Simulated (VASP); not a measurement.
Consider W (slab).

```
CELL_PARAMETERS angstrom
2.85459 0.00000 0.00000
0.00000 2.85459 0.00000
0.00000 0.00000 19.44383
ATOMIC_POSITIONS crystal
W 0.50000 0.50000 0.20572
W 0.00000 0.00000 0.30711
W 0.50000 0.50000 0.40855
```

All numbers below come from Kohn-Sham DFT of a periodic cell, PBE, VASP PAW PBE potentials, recommended in VASP 6.6.1.

**What will maps of the valence pseudo-density and electron localisation function show?**

W–W (2.82 Å): the density is about 0.37 e/Å³ at the midpoint; the ELF is about 0.40 at the midpoint.

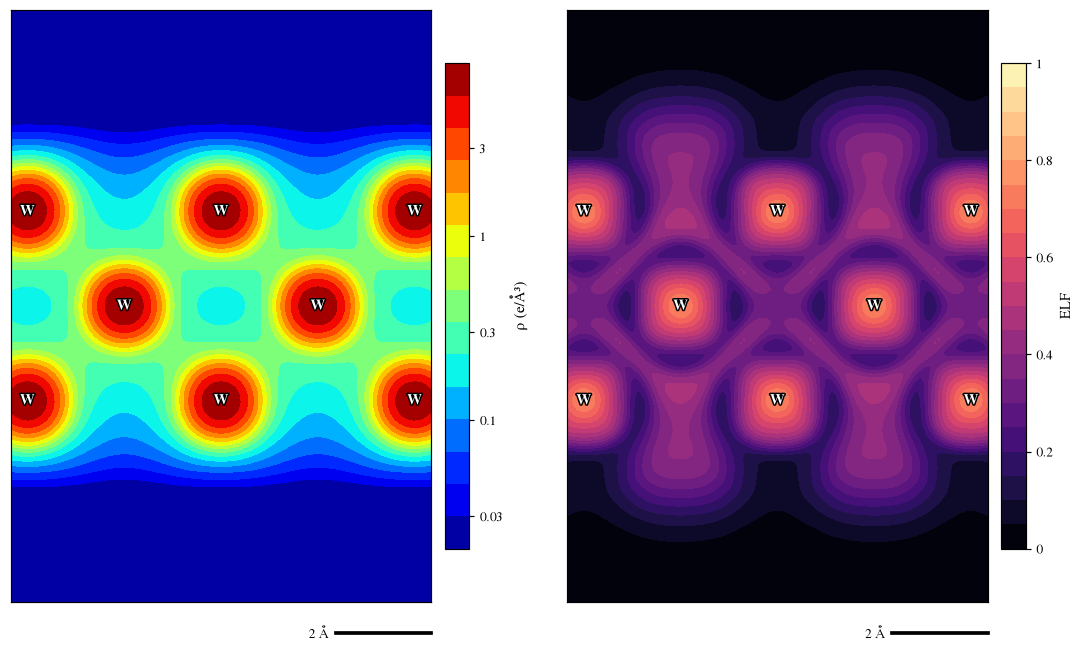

Computed valence pseudo-density and electron localisation function on the (110) plane of the calculation cell, a cut from vacuum to vacuum, in this order. 
